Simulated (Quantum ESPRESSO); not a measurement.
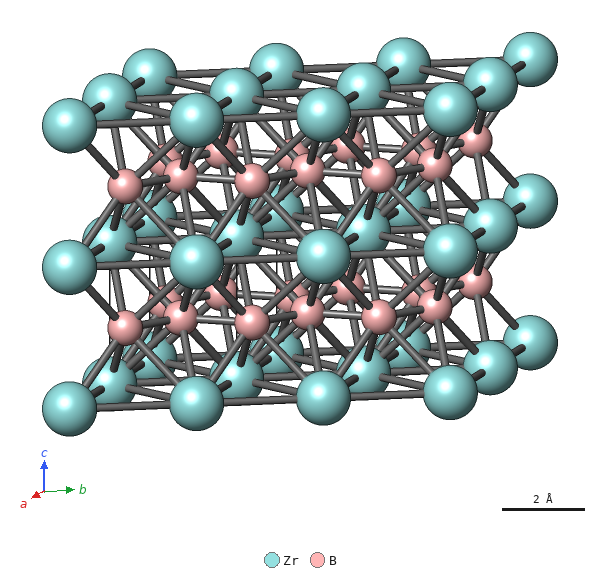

*The input geometry (ball-and-stick view of the cell of the calculation, repeated 2 × 3 × 2, seen slightly off an axis). An atom can appear more than once, as a periodic image.*

# ZrB$_{2}$: band-structure run (part 1 of 3)

The run: band-structure run of ZrB$_{2}$ (P6/mmm, 3 atoms in the cell). Method and program: Kohn-Sham DFT of a periodic cell, PBE, spin-orbit coupling, PseudoDojo 0.4 FR PBE standard, no spin polarisation (Quantum ESPRESSO 7.5).

The structure derives from an entry of the Crystallography Open Database.

The program's output
```
This program is part of the open-source Quantum ESPRESSO suite
     for quantum simulation of materials; please cite
         "P. Giannozzi et al., J. Phys.:Condens. Matter 21 395502 (2009);
         "P. Giannozzi et al., J. Phys.:Condens. Matter 29 465901 (2017);
         "P. Giannozzi et al., J. Chem. Phys. 152 154105 (2020);
          URL
     in publications or presentations arising from this work. More details at

     Message from routine setup:
     using ibrav=0 with symmetry is DISCOURAGED, use correct ibrav instead

     G-vector sticks info
     --------------------
     sticks:   dense  smooth     PW     G-vecs:    dense   smooth      PW
     Sum         745     745    223                18541    18541    3027

     Using Slab Decomposition

     bravais-lattice index     =            0
     lattice parameter (alat)  =       8.0000  a.u.
     unit-cell volume          =     207.4863 (a.u.)^3
     number of atoms/cell      =            3
     number of atomic types    =            2
     number of electrons       =        18.00
     number of Kohn-Sham states=           30
     kinetic-energy cutoff     =      76.0000  Ry
     charge density cutoff     =     304.0000  Ry
     scf convergence threshold =      6.0E-10
     mixing beta               =       0.5000
     number of iterations used =            8  plain     mixing
     Exchange-correlation= PBE
                           (   1   4   3   4   0   0   0)
     Non magnetic calculation with spin-orbit

     celldm(1)=   8.000000  celldm(2)=   0.000000  celldm(3)=   0.000000
     celldm(4)=   0.000000  celldm(5)=   0.000000  celldm(6)=   0.000000

     crystal axes: (cart. coord. in units of alat)
               a(1) = (   0.748804   0.000000   0.000000 )
               a(2) = (  -0.374402   0.648483   0.000000 )
               a(3) = (   0.000000   0.000000   0.834550 )

     reciprocal axes: (cart. coord. in units 2 pi/alat)
               b(1) = (  1.335463  0.771030 -0.000000 )
               b(2) = (  0.000000  1.542060  0.000000 )
               b(3) = (  0.000000 -0.000000  1.198250 )

     PseudoPot. # 1 for Zr read from file:
     Zr.upf
     Pseudo is Norm-conserving + core correction, Zval = 12.0
     Generated using ONCVPSP code by D. R. Hamann
     Using radial grid of 1622 points, 10 beta functions with:
                l(1) =   0
                l(2) =   0
                l(3) =   1
                l(4) =   1
                l(5) =   1
                l(6) =   1
                l(7) =   2
                l(8) =   2
                l(9) =   2
               l(10) =   2

     PseudoPot. # 2 for B  read from file:
     B.upf
     Pseudo is Norm-conserving + core correction, Zval =  3.0
     Generated using ONCVPSP code by D. R. Hamann
     Using radial grid of 1534 points,  6 beta functions with:
                l(1) =   0
                l(2) =   0
                l(3) =   1
                l(4) =   1
                l(5) =   1
                l(6) =   1

     atomic species   valence    mass     pseudopotential
     Zr               12.00    91.22400     Zr( 1.00)
     B                 3.00    10.81000     B ( 1.00)

     24 Sym. Ops., with inversion, found

   Cartesian axes

     site n.     atom                  positions (alat units)
         1        Zr     tau(   1) = (   0.0000000   0.0000000   0.0000000  )
         2        B      tau(   2) = (   0.3744020   0.2161611   0.4172751  )
         3        B      tau(   3) = (  -0.0000000   0.4323222   0.4172751  )

     number of k points=    70  Fermi-Dirac smearing, width (Ry)=  0.0037
                       cart. coord. in units 2pi/alat
        k(    1) = (   0.0000000   0.0000000   0.0000000), wk =   0.0012500
        k(    2) = (   0.0000000   0.0000000   0.1497813), wk =   0.0025000
        k(    3) = (   0.0000000   0.0000000   0.2995625), wk =   0.0025000
        k(    4) = (   0.0000000   0.0000000   0.4493438), wk =   0.0025000
        k(    5) = (   0.0000000   0.0000000  -0.5991251), wk =   0.0012500
        k(    6) = (   0.0000000   0.1542060   0.0000000), wk =   0.0075000
        k(    7) = (   0.0000000   0.1542060   0.1497813), wk =   0.0150000
        k(    8) = (   0.0000000   0.1542060   0.2995625), wk =   0.0150000
        k(    9) = (   0.0000000   0.1542060   0.4493438), wk =   0.0150000
        k(   10) = (   0.0000000   0.1542060  -0.5991251), wk =   0.0075000
        k(   11) = (   0.0000000   0.3084120   0.0000000), wk =   0.0075000
        k(   12) = (   0.0000000   0.3084120   0.1497813), wk =   0.0150000
        k(   13) = (   0.0000000   0.3084120   0.2995625), wk =   0.0150000
        k(   14) = (   0.0000000   0.3084120   0.4493438), wk =   0.0150000
        k(   15) = (   0.0000000   0.3084120  -0.5991251), wk =   0.0075000
        k(   16) = (   0.0000000   0.4626180   0.0000000), wk =   0.0075000
        k(   17) = (   0.0000000   0.4626180   0.1497813), wk =   0.0150000
        k(   18) = (   0.0000000   0.4626180   0.2995625), wk =   0.0150000
        k(   19) = (   0.0000000   0.4626180   0.4493438), wk =   0.0150000
        k(   20) = (   0.0000000   0.4626180  -0.5991251), wk =   0.0075000
        k(   21) = (   0.0000000   0.6168239   0.0000000), wk =   0.0075000
        k(   22) = (   0.0000000   0.6168239   0.1497813), wk =   0.0150000
        k(   23) = (   0.0000000   0.6168239   0.2995625), wk =   0.0150000
        k(   24) = (   0.0000000   0.6168239   0.4493438), wk =   0.0150000
        k(   25) = (   0.0000000   0.6168239  -0.5991251), wk =   0.0075000
        k(   26) = (   0.0000000  -0.7710299   0.0000000), wk =   0.0037500
        k(   27) = (   0.0000000  -0.7710299   0.1497813), wk =   0.0075000
        k(   28) = (   0.0000000  -0.7710299   0.2995625), wk =   0.0075000
        k(   29) = (   0.0000000  -0.7710299   0.4493438), wk =   0.0075000
        k(   30) = (   0.0000000  -0.7710299  -0.5991251), wk =   0.0037500
        k(   31) = (   0.1335463   0.2313090   0.0000000), wk =   0.0075000
        k(   32) = (   0.1335463   0.2313090   0.1497813), wk =   0.0150000
        k(   33) = (   0.1335463   0.2313090   0.2995625), wk =   0.0150000
        k(   34) = (   0.1335463   0.2313090   0.4493438), wk =   0.0150000
        k(   35) = (   0.1335463   0.2313090  -0.5991251), wk =   0.0075000
        k(   36) = (   0.1335463   0.3855150   0.0000000), wk =   0.0150000
        k(   37) = (   0.1335463   0.3855150   0.1497813), wk =   0.0300000
        k(   38) = (   0.1335463   0.3855150   0.2995625), wk =   0.0300000
        k(   39) = (   0.1335463   0.3855150   0.4493438), wk =   0.0300000
        k(   40) = (   0.1335463   0.3855150  -0.5991251), wk =   0.0150000
        k(   41) = (   0.1335463   0.5397209   0.0000000), wk =   0.0150000
        k(   42) = (   0.1335463   0.5397209   0.1497813), wk =   0.0300000
        k(   43) = (   0.1335463   0.5397209   0.2995625), wk =   0.0300000
        k(   44) = (   0.1335463   0.5397209   0.4493438), wk =   0.0300000
        k(   45) = (   0.1335463   0.5397209  -0.5991251), wk =   0.0150000
        k(   46) = (   0.1335463   0.6939269   0.0000000), wk =   0.0150000
        k(   47) = (   0.1335463   0.6939269   0.1497813), wk =   0.0300000
        k(   48) = (   0.1335463   0.6939269   0.2995625), wk =   0.0300000
        k(   49) = (   0.1335463   0.6939269   0.4493438), wk =   0.0300000
        k(   50) = (   0.1335463   0.6939269  -0.5991251), wk =   0.0150000
        k(   51) = (   0.2670926   0.4626180   0.0000000), wk =   0.0075000
        k(   52) = (   0.2670926   0.4626180   0.1497813), wk =   0.0150000
        k(   53) = (   0.2670926   0.4626180   0.2995625), wk =   0.0150000
        k(   54) = (   0.2670926   0.4626180   0.4493438), wk =   0.0150000
        k(   55) = (   0.2670926   0.4626180  -0.5991251), wk =   0.0075000
        k(   56) = (   0.2670926   0.6168239   0.0000000), wk =   0.0150000
        k(   57) = (   0.2670926   0.6168239   0.1497813), wk =   0.0300000
        k(   58) = (   0.2670926   0.6168239   0.2995625), wk =   0.0300000
        k(   59) = (   0.2670926   0.6168239   0.4493438), wk =   0.0300000
        k(   60) = (   0.2670926   0.6168239  -0.5991251), wk =   0.0150000
        k(   61) = (   0.2670926   0.7710299   0.0000000), wk =   0.0075000
        k(   62) = (   0.2670926   0.7710299   0.1497813), wk =   0.0150000
        k(   63) = (   0.2670926   0.7710299   0.2995625), wk =   0.0150000
        k(   64) = (   0.2670926   0.7710299   0.4493438), wk =   0.0150000
        k(   65) = (   0.2670926   0.7710299  -0.5991251), wk =   0.0075000
        k(   66) = (   0.4006389   0.6939269   0.0000000), wk =   0.0075000
        k(   67) = (   0.4006389   0.6939269   0.1497813), wk =   0.0150000
        k(   68) = (   0.4006389   0.6939269   0.2995625), wk =   0.0150000
        k(   69) = (   0.4006389   0.6939269   0.4493438), wk =   0.0150000
        k(   70) = (   0.4006389   0.6939269  -0.5991251), wk =   0.0075000

     Dense  grid:    18541 G-vectors     FFT dimensions: (  36,  36,  40)

     Initial potential from superposition of free atoms

     starting charge      17.9971, renormalised to      18.0000
     Starting wfcs are   36 randomized atomic wfcs

     Self-consistent Calculation

     iteration #  1     ecut=    76.00 Ry     beta= 0.50
     Davidson diagonalization with overlap
     ethr =  1.00E-02,  avg # of iterations =  2.8

     total energy              =    -113.14789227 Ry
     estimated scf accuracy    <       0.25203921 Ry

     iteration #  2     ecut=    76.00 Ry     beta= 0.50
     Davidson diagonalization with overlap
     ethr =  1.40E-03,  avg # of iterations =  2.2

     total energy              =    -113.21989834 Ry
     estimated scf accuracy    <       0.03567729 Ry

     iteration #  3     ecut=    76.00 Ry     beta= 0.50
     Davidson diagonalization with overlap
     ethr =  1.98E-04,  avg # of iterations =  2.7

     total energy              =    -113.22748371 Ry
     estimated scf accuracy    <       0.00079970 Ry

     iteration #  4     ecut=    76.00 Ry     beta= 0.50
     Davidson diagonalization with overlap
     ethr =  4.44E-06,  avg # of iterations =  7.6

     total energy              =    -113.22765092 Ry
     estimated scf accuracy    <       0.00003484 Ry

     iteration #  5     ecut=    76.00 Ry     beta= 0.50
     Davidson diagonalization with overlap
     ethr =  1.94E-07,  avg # of iterations =  2.2

     total energy              =    -113.22765593 Ry
     estimated scf accuracy    <       0.00000219 Ry

     iteration #  6     ecut=    76.00 Ry     beta= 0.50
     Davidson diagonalization with overlap
     ethr =  1.22E-08,  avg # of iterations =  2.2

     total energy              =    -113.22765628 Ry
     estimated scf accuracy    <       0.00000003 Ry

     iteration #  7     ecut=    76.00 Ry     beta= 0.50
     Davidson diagonalization with overlap
     ethr =  1.47E-10,  avg # of iterations =  4.3

     total energy              =    -113.22765630 Ry
     estimated scf accuracy    <          4.2E-09 Ry

     iteration #  8     ecut=    76.00 Ry     beta= 0.50
     Davidson diagonalization with overlap
     ethr =  2.31E-11,  avg # of iterations =  2.0

     End of self-consistent calculation

          k = 0.0000 0.0000 0.0000 (  2329 PWs)   bands (ev):

   -32.7475 -32.7475 -11.8226 -11.8226 -10.1686 -10.1686  -9.8244  -9.8244
     3.1419   3.1419  13.2247  13.2247  13.2516  13.2516  13.2919  13.2919
    13.5211  13.5211  19.2393  19.2393  19.3043  19.3043  20.0010  20.0010
    20.0867  20.0867  20.7662  20.7663  21.0179  21.0179

          k = 0.0000 0.0000 0.1498 (  2329 PWs)   bands (ev):

   -32.7447 -32.7447 -11.8448 -11.8448 -10.1985 -10.1985  -9.8203  -9.8203
     3.3708   3.3708  12.0551  12.0551  13.3720  13.3720  13.3982  13.3982
    14.6889  14.6889  18.2820  18.2820  18.3380  18.3380  19.5385  19.5385
    19.6234  19.6234  20.7873  20.7873  22.3219  22.3893

          k = 0.0000 0.0000 0.2996 (  2317 PWs)   bands (ev):

   -32.7378 -32.7378 -11.9013 -11.9013 -10.2646 -10.2646  -9.8105  -9.8105
     3.9859   3.9859  10.6781  10.6781  13.8010  13.8010  13.8244  13.8244
    15.9551  15.9551  17.1592  17.1592  17.2026  17.2026  18.4612  18.4612
    18.5411  18.5411  20.8425  20.8425  23.3550  23.3551

          k = 0.0000 0.0000 0.4493 (  2304 PWs)   bands (ev):

   -32.7310 -32.7310 -11.9617 -11.9617 -10.3227 -10.3227  -9.8007  -9.8007
     4.7579   4.7579   9.4675   9.4675  14.4446  14.4446  14.4589  14.4589
    16.4321  16.4321  16.4733  16.4733  17.1423  17.1423  17.2730  17.2730
    17.3558  17.3558  20.9053  20.9053  23.1393  23.1393

          k = 0.0000 0.0000-0.5991 (  2322 PWs)   bands (ev):

   -32.7281 -32.7281 -11.9878 -11.9878 -10.3445 -10.3445  -9.7966  -9.7966
     5.1749   5.1749   8.9085   8.9085  14.9080  14.9080  14.9109  14.9109
    16.1884  16.1884  16.2220  16.2220  16.6057  16.6057  16.7009  16.7009
    17.7034  17.7034  20.9340  20.9340  23.0497  23.0497

          k = 0.0000 0.1542 0.0000 (  2335 PWs)   bands (ev):

   -32.7365 -32.7365 -11.8424 -11.8424 -10.1898 -10.1898  -9.8841  -9.8841
     3.3416   3.3416  12.6687  12.6687  13.2393  13.2393  13.3084  13.3084
    13.4796  13.4796  19.0286  19.0286  19.1511  19.1511  19.4463  19.4463
    19.5823  19.5823  21.5908  21.5908  21.7004  21.7004

          k = 0.0000 0.1542 0.1498 (  2335 PWs)   bands (ev):

   -32.7337 -32.7337 -11.8628 -11.8628 -10.2200 -10.2200  -9.8797  -9.8797
     3.5592   3.5592  12.1220  12.1220  12.7848  12.7848  13.3394  13.3394
    14.5422  14.5422  18.0416  18.0416  18.1306  18.1306  19.7645  19.7645
    19.9112  19.9112  21.6218  21.6219  22.0713  22.0713

          k = 0.0000 0.1542 0.2996 (  2326 PWs)   bands (ev):

   -32.7269 -32.7269 -11.9150 -11.9150 -10.2868 -10.2868  -9.8690  -9.8690
     4.1381   4.1381  10.8210  10.8210  13.0878  13.0878  13.5890  13.5890
    15.5532  15.5532  17.1034  17.1034  17.2437  17.2437  18.8864  18.8864
    19.1860  19.1860  21.7025  21.7025  23.2326  23.2326

          k = 0.0000 0.1542 0.4493 (  2332 PWs)   bands (ev):

   -32.7201 -32.7201 -11.9710 -11.9710 -10.3458 -10.3458  -9.8584  -9.8584
     4.8465   4.8465   9.6998   9.6998  13.4655  13.4655  13.8452  13.8452
    15.9828  15.9828  16.7510  16.7510  17.1416  17.1416  17.9790  17.9790
    18.1198  18.1198  21.7968  21.7968  23.4629  23.4629

          k = 0.0000 0.1542-0.5991 (  2336 PWs)   bands (ev):
```
